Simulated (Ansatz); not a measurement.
System: AlNi3 (interface cell).

Input file:

```
crystal:
  lattice:
    - [3.5666788375, 0.0, 0.0]
    - [0.0, 3.5666788375, 0.0]
    - [0.0, 0.0, 14.2667153499]
  atoms:
    - { symbol: Al, position: [0.0, 0.0, 0.0] }
    - { symbol: Ni, position: [0.0, 0.5, 0.125], spin: 0.3 }
    - { symbol: Ni, position: [0.5, 0.0, 0.125], spin: 0.3 }
    - { symbol: Ni, position: [0.5, 0.5, 0.0], spin: 0.3 }
    - { symbol: Al, position: [0.0, 0.0, 0.25] }
    - { symbol: Ni, position: [0.0, 0.5, 0.375], spin: 0.3 }
    - { symbol: Ni, position: [0.5, 0.0, 0.375], spin: 0.3 }
    - { symbol: Ni, position: [0.5, 0.5, 0.25], spin: 0.3 }
    - { symbol: Ni, position: [0.0, 0.0, 0.5], spin: 0.3 }
    - { symbol: Ni, position: [0.0, 0.5, 0.625], spin: 0.3 }
    - { symbol: Al, position: [0.5, 0.0, 0.625] }
    - { symbol: Ni, position: [0.5, 0.5, 0.5], spin: 0.3 }
    - { symbol: Ni, position: [0.0, 0.0, 0.75], spin: 0.3 }
    - { symbol: Ni, position: [0.0, 0.5, 0.875], spin: 0.3 }
    - { symbol: Al, position: [0.5, 0.0, 0.875] }
    - { symbol: Ni, position: [0.5, 0.5, 0.75], spin: 0.3 }
basis:
  ecutwfc: 420
kpoints:
  mp_grid: { grid: [10, 10, 3] }
hamiltonian:
  xc: pbe
scf:
  occupations: { method: gaussian, width: 0.1 }
  lower_state_search: "off"
output:
  forces: true
  stress: true
  eigenvalues: true
  populations: true
  write_density: true
  write_potential: true
  elf: true
  volumetric_format: npy
magnetization:
  spin_polarized: true
relax:
  adjacent_minimum: "off"
  f_tol: 0.02
  max_steps: 45
  cell: { fix: [a, b, alpha, beta, gamma], stress_tol: 0.1 }
```

Launched as:

```sh
ansatz run input.yaml --threads 4 --pin off --max-ram 12288MiB --backend cpu --events-out ev --progress --plain --runs-dir out
```

The fields are those of the relaxed geometry.

Spin-polarised.

Level of theory: Ansatz 0.2.0, DFT PBE, scalar-relativistic, plane waves, PAW.

> Predict the valence pseudo-density, electron localisation function and spin density between the atoms.

Al–Ni (2.52 Å): ρ at the midpoint is about 0.29 e/Å³; the ELF is about 0.40 at the midpoint.
Ni–Ni (2.52 Å): the density is about 0.31 e/Å³ at the midpoint; the ELF is about 0.25 at the midpoint; no localised pair shows between them.
The spin density sits on Ni: +0.3 μB (×4) in one cell of 16 atoms: parallel main moments (a ferromagnetic arrangement) in this solution. The cell of the calculation (16 atoms) carries 2.3 μB of net spin moment.

> Does the calculation give a band gap?

It is gapless in this calculation (a metal or semimetal).

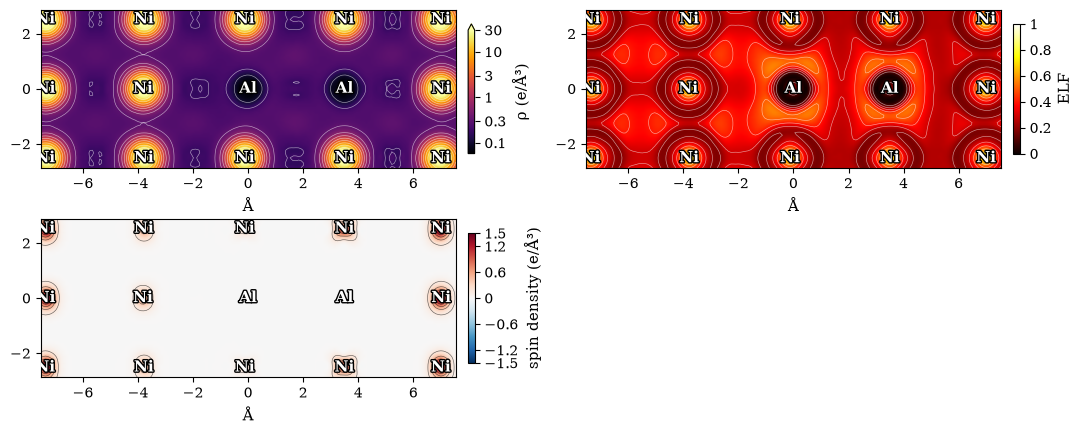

Computed valence pseudo-density, electron localisation function and spin density on the (110) plane of the calculation cell, in this order. 

In a PAW calculation such maps are meaningful between the atoms, not at the nuclei.
